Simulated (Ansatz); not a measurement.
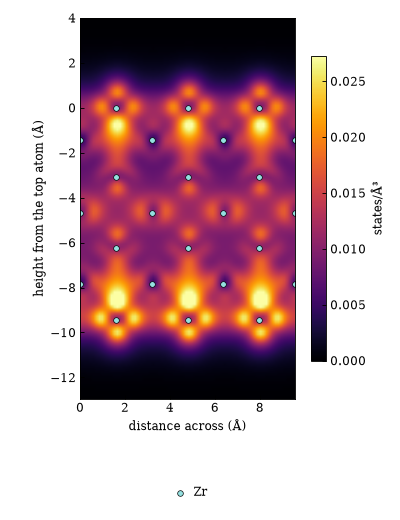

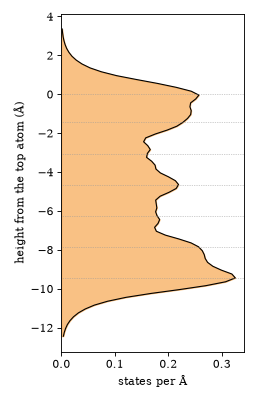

Density of all states between −0.50 and −0.25 eV (zero: the Fermi level) of Zr(110) (Fm-3m bulk, 7 atomic planes (those closer than 0.6 Å count as one), 9 Å): side view, averaged along the second cell vector, and the full density summed over planes, the part near the nuclei included (dotted lines mark the atomic planes).

The first picture shows the smooth PAW orbitals' density alone; the shares below count all of it.

Level of theory: Ansatz 0.2.0, DFT PBE, scalar-relativistic, plane waves, PAW. Cutoff 420 eV, 18 × 13 k-points, Gaussian smearing 0.1 eV, dipole correction. The slab is a cut without reconstruction beyond its cell, at the source's lattice constants, with its lower half held fixed and the rest relaxed. This isn't the element's usual hcp form. No spin polarisation. The run warns that the functional's potential is rough in the thin density of the vacuum, where the tip is; weak contrasts and barriers may feel it.

Input file:

```yaml
crystal:
  lattice:
    - [3.18905158, 0.0, 0.0]
    - [0.0, 4.51, 0.0]
    - [0.0, 0.0, 27.5671545915]
  atoms:
    - { symbol: Zr, position: [0.5, 0.5, 0.326475479] }
    - { symbol: Zr, position: [0.0, 0.0, 0.3843169793] }
    - { symbol: Zr, position: [0.5, 0.5, 0.4421584897] }
    - { symbol: Zr, position: [0.0, 0.0, 0.4997643822] }
    - { symbol: Zr, position: [0.5, 0.5, 0.5572362504] }
    - { symbol: Zr, position: [0.0, 0.0, 0.6164248625] }
    - { symbol: Zr, position: [0.5, 0.5, 0.6690286039] }
basis:
  ecutwfc: 420
  fft_grid_basis: typed
kpoints:
  mp_grid: { grid: [18, 13, 1] }
hamiltonian:
  xc: pbe
scf:
  occupations: { method: gaussian, width: 0.1 }
output:
  forces: true
  eigenvalues: true
  band_densities:
    - { e_range: [-2.0, -1.0] }
    - { e_range: [-1.0, -0.5] }
    - { e_range: [-0.5, -0.25] }
    - { e_range: [-0.25, 0.0] }
    - { e_range: [0.0, 0.25] }
    - { e_range: [0.25, 0.5] }
    - { e_range: [0.5, 1.0] }
    - { e_range: [1.0, 1.5] }
  band_residual_tolerance: 1.0e-05
  write_potential: true
  elf: true
  write_density: true
  volumetric_format: npy
efield:
  axis: 3
  dipole_correction: true
  ramp_width: 0.04
checkpoint:
  read: start.run
  write: ck
  compress: false
  write_wavefunctions: false
  write_every: 100000
```

Command:

```sh
ansatz run input.yaml --threads 1 --pin off --max-ram 2211MiB --backend cpu --events-out ev --progress --plain --runs-dir out
```

Run time of this step alone (it restarts from the relaxed density): 5.7 min on 1 thread of Arm Neoverse V2, on a shared host, peak memory 1.5 GiB.

Q: Where in the slab do these states sit?

A: The window holds 2.6 states per cell. Shares by plane (space cut midway between planes), top to bottom: Zr 16 %, Zr 13 %, Zr 10 %, Zr 12 %, Zr 11 %, Zr 15 %, Zr 22 %; the outer planes' shares include the vacuum, and density in a gap between layers is shared out between the planes on either side.
